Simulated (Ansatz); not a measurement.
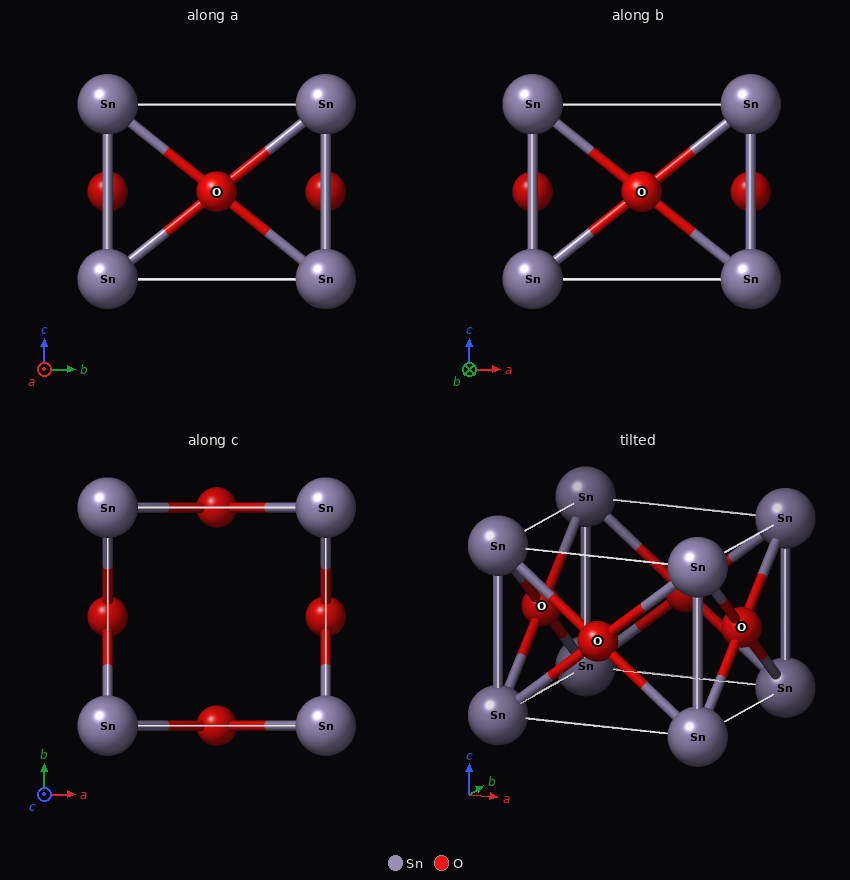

Ball-and-stick representation of a periodic structure, projected along the a axis, along the b axis, along the c axis and slightly off an axis. The parallelepiped is the conventional unit cell.

Lattice parameters: a = 3.5623 Å, b = 3.5623 Å, c = 2.8540 Å, α = 90.000°, β = 90.000°, γ = 90.000°.

Put the structure into a CIF with its space group and independent sites.

```cif
data_structure
_symmetry_space_group_name_H-M 'P 4/m m m'
_symmetry_Int_Tables_number 123
_cell_length_a 3.5623
_cell_length_b 3.5623
_cell_length_c 2.8540
_cell_angle_alpha 90.000
_cell_angle_beta 90.000
_cell_angle_gamma 90.000
_cell_volume 36.22
loop_
_atom_site_label
_atom_site_type_symbol
_atom_site_symmetry_multiplicity
_atom_site_Wyckoff_symbol
_atom_site_fract_x
_atom_site_fract_y
_atom_site_fract_z
_atom_site_occupancy
Sn1 Sn 1 a 0.0000 0.0000 0.0000 1
O1 O 2 e 0.5000 0.0000 0.5000 1
```

The cell started as a random cell made by a generator, so it need not be a real form of the compound. A relaxation with DFT PBE, scalar-relativistic, plane waves, PAW (Ansatz) gave the geometry drawn.
